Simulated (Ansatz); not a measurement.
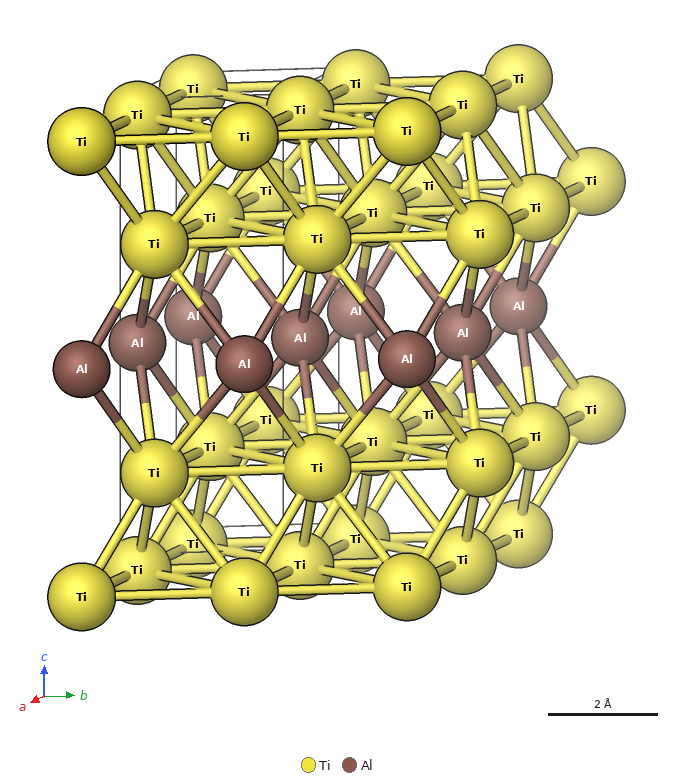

Figure 1. The input geometry (ball-and-stick view of the cell of the calculation, repeated 3 × 3 × 1, seen slightly off an axis). An atom can appear more than once, as a periodic image.

## Ti3Al: single-point calculation

Ti3Al (P-6m2, 4 atoms in the cell), computed with DFT PBEsol, scalar-relativistic, plane waves, PAW, PAW set soft_1, no spin polarisation (Ansatz 0.2.0).

The structure derives from a Materials Project entry. Figures and captions count atoms from 1; the log counts them from 0 in places.

**The program's output**
```
Warning: [file] the record states the generating functional pbe (its physics header spells it `PBE`), which answers neither for hamiltonian.xc's functional nor for the pbesol family's — results may be inconsistent (PPs are generated against a specific XC)
Warning: [file] the record states the generating functional pbe (its physics header spells it `PBE`), which answers neither for hamiltonian.xc's functional nor for the pbesol family's — results may be inconsistent (PPs are generated against a specific XC)
Engine: ansatz 0.2.0, aarch64-unknown-linux-gnu
Pseudopotentials: kind: paw
Pseudopotential: Ti, paw, valence charge 12, recommended cutoff 420 eV (normal), [file]
Pseudopotential: Al, paw, valence charge 3, recommended cutoff 420 eV (normal), [file]
Functional definition: PBEsol
  exchange = pbesol_x
  correlation = pbesol_c
Crystal: 4 atoms, lattice volume = 68.120 Å³
Basis set: ecut = 520 eV, 1855 PW (Γ), exchange–correlation on 48×48×128 points (8 copies of the dense FFT grid, shifted against one another)
Bands: 24, of which v1, the nominal top of the filled ones, is band 20 counted from 1 (19 counted from 0)
Symmetry: 12 space group operations
Space group: P-6m2 (ITA 187), of the structure as read, at distance tolerance 4.1e-5 Å
k-points: 148 of 1944 (time reversal used)
Non-local potential: Ti, projectors of the file, l = 0: 3, l = 1: 2, l = 2: 3, l = 3: 1
Non-local potential: Al, projectors of the file, l = 0: 2, l = 1: 2, l = 2: 1
PAW form: soft (Blöchl's): semilocal exchange-correlation on the pseudo side does not see the compensation charge
PAW frozen core: Ti, regenerated for the run's functional, and the local potential with it (the file was generated under x = pbe(κ = 0.804, μ = 0.2195149727645171), c = pbe(β = 0.06672455060314922))
PAW frozen core: Al, regenerated for the run's functional, and the local potential with it (the file was generated under x = pbe(κ = 0.804, μ = 0.2195149727645171), c = pbe(β = 0.06672455060314922))
PAW one-centre angular grid: Ti, 590 points (default); XC on 64 Gauss nodes
PAW one-centre angular grid: Al, 110 points (default); XC on 64 Gauss nodes
Initial density: superposition of atomic densities (chi_scale 0.1, normalization cell, long waves kept (reshape's long-wave potential 0.03 eV rms))
Initial wavefunctions: pseudopotential atomic-orbital guess
Functional: x = pbesol(κ = 0.804, μ = 0.12345679012345678), c = pbesol(β = 0.046)
SCF iter   1: F=—  HF=-7947.408001 eV  |F-HF|=—  |Δ(HF+E_count)|=         —  Δρ=5.50e-2  dr2=4.53e0  ethr=3.10e-3  ⟨swp⟩=4.9  Hψ=13123  notcnv=0
preconditioner: auto → Kerker (q_TF=auto, 2.486 Å⁻¹)  [metal: Δε(μ)=0.005 eV  Ē_g=3.056 eV  σ=0.150 eV  W_gap=0.02  n_scr=12 (ndim 8)  ℏωp=17.4 eV  f_vac=0.000  D(μ)=3.73/eV (n_scr^D=38)]
SCF iter   2: F=—  HF=-7946.750812 eV  |F-HF|=—  |Δ(HF+E_count)|=   6.57e-1  Δρ=2.52e-2  dr2=1.48e0  ethr=3.10e-3  ⟨swp⟩=2.3  Hψ=6558  notcnv=0
SCF iter   3: F=—  HF=-7946.488466 eV  |F-HF|=—  |Δ(HF+E_count)|=   2.62e-1  Δρ=6.61e-3  dr2=1.39e-1  ethr=3.10e-3  ⟨swp⟩=2.0  Hψ=4983  notcnv=0
SCF iter   4: F=—  HF=-7946.463366 eV  |F-HF|=—  |Δ(HF+E_count)|=   2.51e-2  Δρ=1.26e-3  dr2=2.90e-3  ethr=3.56e-4  ⟨swp⟩=1.8  Hψ=5097  notcnv=0
SCF iter   5: F=—  HF=-7946.463144 eV  |F-HF|=—  |Δ(HF+E_count)|=   2.22e-4  Δρ=3.76e-4  dr2=2.25e-4  ethr=7.43e-6  ⟨swp⟩=2.0  Hψ=4659  notcnv=0
SCF iter   6: F=—  HF=-7946.463115 eV  |F-HF|=—  |Δ(HF+E_count)|=   2.89e-5  Δρ=9.61e-5  dr2=7.92e-6  ethr=5.76e-7  ⟨swp⟩=1.5  Hψ=3720  notcnv=0
SCF iter   7: F=—  HF=-7946.463089 eV  |F-HF|=—  |Δ(HF+E_count)|=   2.57e-5  Δρ=2.14e-5  dr2=4.09e-7  ethr=2.03e-8  ⟨swp⟩=2.0  Hψ=4657  notcnv=0
SCF iter   8: F=-7946.463089 eV  HF=-7946.463089 eV  |F-HF|=2.99e-8  |Δ(HF+E_count)|=   7.03e-8  Δρ=4.95e-6  dr2=3.47e-8  ethr=2.56e-10  ⟨swp⟩=8.6  Hψ=22903  notcnv=0
SCF 1 converged in 8 iterations: F = -7946.463089 eV  dr2 = 3.47e-8
  Residual-converged pass: ⟨swp⟩=1.0  Hψ=4146  notcnv=0  max |occ|·‖R‖ = 7.1e-9 eV (tolerance 1.0e-8 eV)  dr2=3.47e-8  dr2_onsite=2.13e-9  max |Δocc| = 6.9e-11
  greatest PAW one-centre occupation: 0.999 electrons in one spin orbital (limit 2), on the Ti atom at site 0 (counted from 0), in its partial waves of l = 0
```

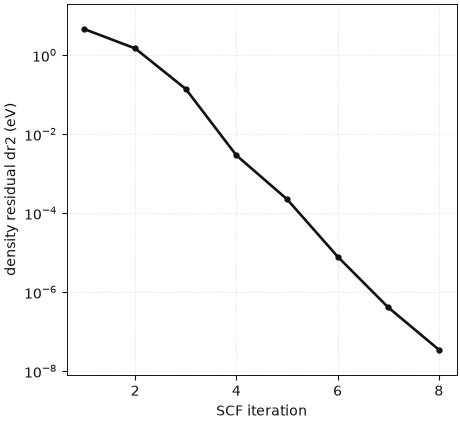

Figure 2. Convergence of the self-consistent field: density residual dr2 against the SCF iteration. The residual falls at every step.

```
SCF converged after 8 iterations
Free energy (F): -7946.463089 eV
Harris-Foulkes:  -7946.463089 eV  (|F-HF|=2.99e-8)
Internal energy: -7946.420592 eV  (E = F + TS)
E sigma→0 (E₀):  -7946.441841 eV
Entropy (-TS):   -0.042497 eV (-10.624 meV/atom)
Fermi energy:    11.650955 eV
--- Per-component energies (eV) ---
  E_band       = -502.915027
  E_kinetic    = 864.760521
  E_local      = -3558.479102  (includes V_loc(G=0)·N_el)
  E_nonlocal   = 196.207297
  E_hartree    = 1491.242134
  E_xc         = -382.840586
  E_vxc        = -463.853294  (∫ρ·V_xc dr)
  E_paw        = -3508.524487  (= ΣΔE_a)
  E_vpaw       = -524.030218  (= ΣTr[D̂ρ^β])
  E_aug_tail   = -0.000084  (compensation charges beyond the density's cutoff)
  E_ewald      = -3049.223578
  E_core_change = 0.437293  (= ΣΔE_core)
  E_smearing   = -0.042497  (= −TS)
  E_closure    = -0.000000  (closes the sum)
  Σ components = -7946.463089   (vs F -7946.463089, Δ=0.00e0)
--- Forces (eV/Å), atoms counted from 1 ---
  atom   1  Ti     0.00000000     0.00000000     0.00000000
  atom   2  Ti    -0.00000000    -0.00000000     0.08071147
  atom   3  Ti    -0.00000000    -0.00000000    -0.08071147
  atom   4  Al    -0.00000000     0.00000000     0.00000000
  max |Σ_I F_I| component: 1.41e-16 eV/Å
--- Stress (GPa, compression-positive) ---
       -7.049365       0.000000       0.000000
        0.000000      -7.049365       0.000000
        0.000000       0.000000       9.728018
  P = ⅓ Tr σ = -1.4569 GPa (-14.569 kbar)
--- Band table (eV; the first three rows and the last of 148) ---
  k-point 0: bands = ["-44.8052", "-44.7207", "-44.6387", "-21.5002", "-21.1760", "-20.9527", "-20.9527", "-20.8733", "-20.8733", "-20.8239", "-20.8085", "-20.8085", "3.5081", "6.8948", "7.1447", "9.3430", "11.7655", "12.1706", "12.1706", "12.2301", "12.2301", "12.8096", "12.8096", "13.0467"]
  k-point 1: bands = ["-44.8052", "-44.7207", "-44.6387", "-21.5009", "-21.1747", "-20.9527", "-20.9527", "-20.8733", "-20.8733", "-20.8246", "-20.8085", "-20.8085", "3.5271", "6.4849", "7.6406", "9.3092", "11.6655", "12.1740", "12.1740", "12.2255", "12.2255", "12.8167", "12.8167", "12.9793"]
  k-point 2: bands = ["-44.8051", "-44.7208", "-44.6387", "-21.5022", "-21.1720", "-20.9527", "-20.9527", "-20.8734", "-20.8734", "-20.8260", "-20.8084", "-20.8084", "3.5672", "6.1311", "8.2312", "9.1880", "11.4461", "12.1811", "12.1811", "12.2167", "12.2167", "12.8306", "12.8306", "12.8763"]
  k-point 147: bands = ["-44.6687", "-44.6661", "-44.6659", "-21.3575", "-21.3475", "-21.2604", "-21.1141", "-21.1135", "-21.1097", "-20.9723", "-20.8800", "-20.8713", "9.1285", "9.5349", "9.7802", "10.2329", "10.2603", "10.3239", "10.5535", "10.9925", "11.6510", "11.8569", "11.8725", "13.6966"]
```

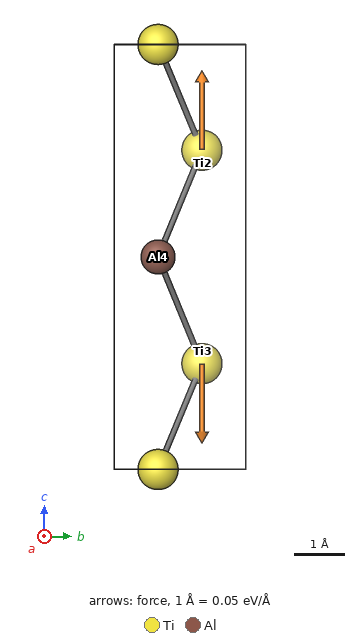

Figure 3. Forces on the atoms as orange arrows (ball-and-stick view of the cell of the calculation, along the a axis; atoms are numbered from 1 in the order of the input). The largest act on Ti2, Ti3 (0.08 eV/Å). The geometry is not a stationary point of this energy.

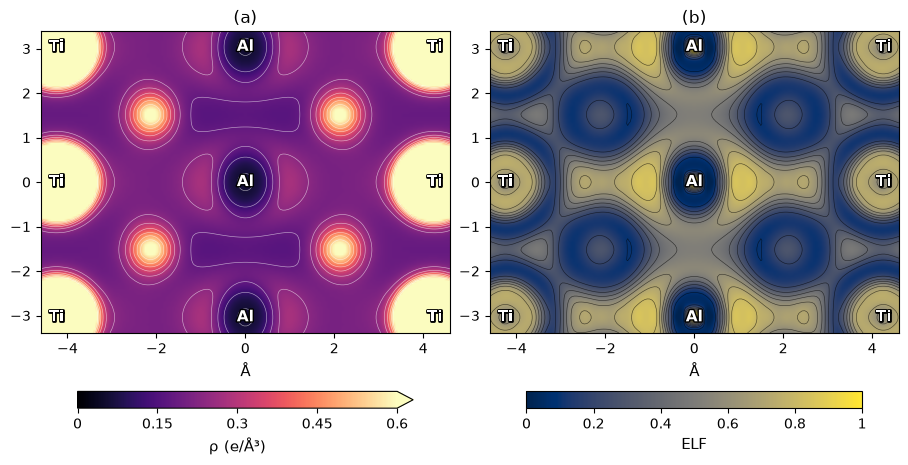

Figure 4. (a) valence charge density (pseudo); (b) ELF on the (11̄0) plane of the conventional cell. The section cuts through Ti and Al sites. Ti–Ti (3.04 Å): ρ is about 0.18 e/Å³ halfway; the ELF is about 0.35 at the midpoint, which marks metallic bonding. Away from the nuclei the density in this plane falls to 0.16 e/Å³ at its lowest.The strong features right at Ti lie inside the PAW spheres (semicore, d or f shells) and say nothing about bonding. The fields are those of the smooth PAW valence density.

This output came from the following input.

**The input**
```yaml
crystal:
  lattice:
    - [3.041549137, 0.0, 0.0]
    - [-1.5207745685, 2.6340588196, 0.0]
    - [0.0, 0.0, 8.5026506126]
  atoms:
    - { symbol: Ti, position: [0.6666666667, 0.3333333333, 0.0] }
    - { symbol: Ti, position: [0.3333333333, 0.6666666667, 0.7511732072] }
    - { symbol: Ti, position: [0.3333333333, 0.6666666667, 0.2488267928] }
    - { symbol: Al, position: [0.6666666667, 0.3333333333, 0.5] }
basis:
  ecutwfc: 520.0
kpoints:
  mp_grid: { grid: [18, 18, 6] }
hamiltonian:
  xc: pbesol
  pseudopotentials: { kind: paw, azcp: { folder: soft_1 } }
scf:
  occupations: { method: gaussian, width: 0.15 }
output:
  forces: true
  stress: true
  eigenvalues: true
  write_density: true
  write_potential: true
  elf: true
  volumetric_format: npy
```

Launched with:
```bash
ansatz run input.yaml --threads 2 --pin off --max-ram 4096MiB --backend cpu --events-out ev --progress --plain --runs-dir out
```

**Key numbers**

- outcome: converged
- space group (tolerance 0.01 Å): P-6m2 (187)
- electrons treated: 39
- free energy: −7946.4631 eV
- Fermi energy: 11.651 eV
- gap on the k-point mesh: none (metallic)
- pressure: −1.46 GPa
- largest force (length of the vector): 0.081 eV/Å
- hardware: 2 threads of Arm Neoverse N1, 98 GiB of memory available, shared host
- wall time: 32 s (CPU time 63 s)
- peak memory: 0.52 GiB

Warnings of the run: the PAW datasets were made with another functional.
